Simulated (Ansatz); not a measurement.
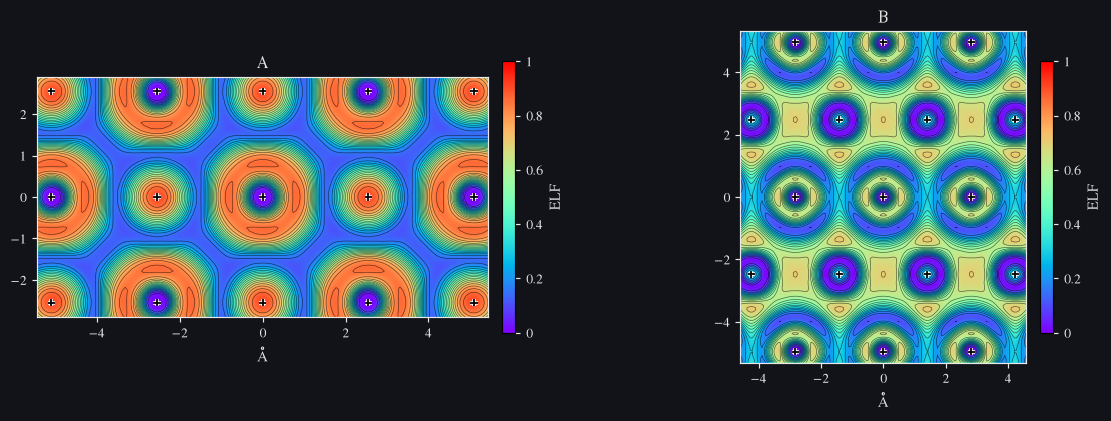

The ELF of 2 systems, each on a plane through atoms (crosses mark nuclei in the plane).

Method: DFT PBE, scalar-relativistic, plane waves, PAW in Ansatz 0.2.0.

System 1: TiAl, the (101) plane of the conventional cell. Space group P4/mmm; computed without spin polarisation.

System 2: MnS, the (010) plane of the conventional cell. Space group Fm-3m; spin-polarised.

```
Mn S
1.0
     5.09520    0.00000    0.00000
     0.00000    5.09520    0.00000
     0.00000    0.00000    5.09520
Mn S
4 4
Direct
  0.00000 0.00000 0.00000
  0.50000 0.50000 0.00000
  0.50000 0.00000 0.50000
  0.00000 0.50000 0.50000
  0.50000 0.00000 0.00000
  0.00000 0.50000 0.00000
  0.00000 0.00000 0.50000
  0.50000 0.50000 0.50000
```

Match each panel to its system.

Answer. Panel A is system 2, MnS: the plane holds Mn and S. Mn–S (2.55 Å): the ELF peaks at about 0.85 in the valence shell of S, 0.8 Å from its nucleus, and is about 0.40 at the midpoint. Panel B is system 1, TiAl: the plane holds Ti and Al. Ti–Ti (2.82 Å): the ELF is about 0.30 at the midpoint.
